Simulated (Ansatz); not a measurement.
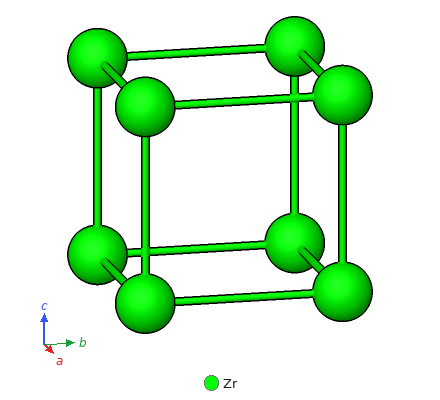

The structure; the drawing may span several cells.

Structure (in its standard cell), the input geometry of an electronic-structure calculation (not necessarily at equilibrium); the starting structure was generated, so it need not be a known form of this composition:

```yaml
crystal:
  lattice:
    - [2.93370, 0.00000, 0.00000]
    - [0.00000, 2.93370, 0.00000]
    - [0.00000, 0.00000, 2.93370]
  atoms:
    - { symbol: Zr, position: [0.00000, 0.00000, 0.00000] }
```

> Predict the [110] zone-axis pattern (120 kV, kinematic, B = 0.5 Å²).

The spots form a rectangular net whose two shortest vectors correspond to d = 2.93 Å and 2.07 Å, 90.0° apart. They are 0 0 1 and 1 -1 0. The pattern has symmetry 2mm. No reflection of this zone is absent.

Strongest reflections with d > 0.84 Å, one of each family (|F|² from tabulated Gaussian fits of the electron scattering factors, times a small damping for the curvature of the Ewald sphere):

```csv
hkl,d (Å),I (strongest = 100)
0 0 1,2.934,100
1 -1 0,2.074,51
1 -1 1,1.694,32
0 0 2,1.467,23
1 -1 2,1.198,13
2 -2 0,1.037,8
```

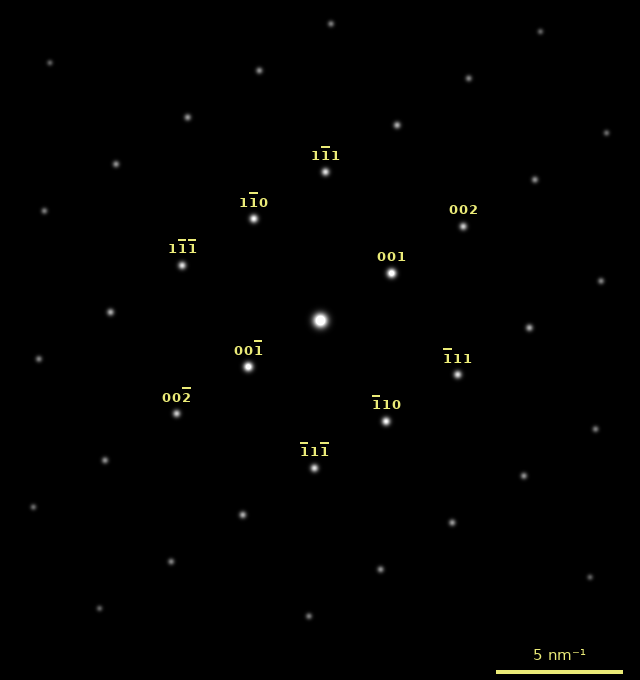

Calculated pattern, seen from the source side with [110] pointing towards the source.
